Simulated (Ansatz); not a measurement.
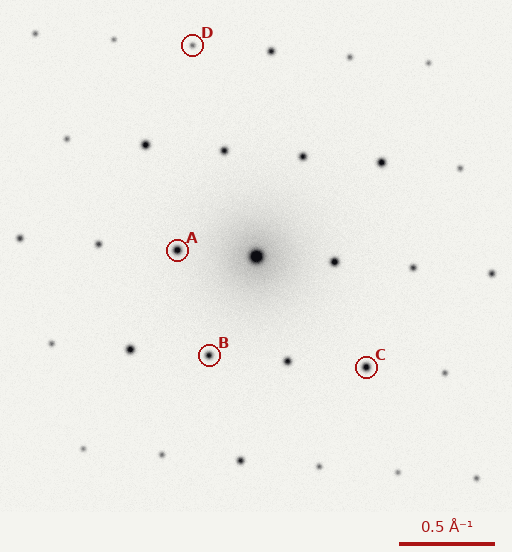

The pattern is a kinematic simulation for 200 kV electrons (no multiple scattering; isotropic B = 0.8 Å²). The zone axis points towards the electron source and the pattern is seen from the source side.

The sample is W, space group P6_3/mmc (No. 194), a = 2.78 Å, c = 4.95 Å (hexagonal axes). Structure: the geometry relaxed with DFT PBE, scalar-relativistic, plane waves, PAW in Ansatz 0.2.0; the starting structure was generated, so it need not be a known form of this composition.

Spot A is indexed 0 -1 0 and spot B 1 -1 -2.

Q: What are the indices of the remaining marked spots?

A: C = −2A + B = 1 1 -2 (d = 1.211 Å). D = 2A − 2B = -2 0 4 (d = 0.862 Å).

Q: Find the zone axis.

A: The cross product of A and B is parallel to [201]; every spot obeys hu + kv + lw = 0.

Q: What are the spacings of A and B and the angle between them?

A: d(A) = 2.404 Å, d(B) = 1.725 Å, and the angle is 69.0°.
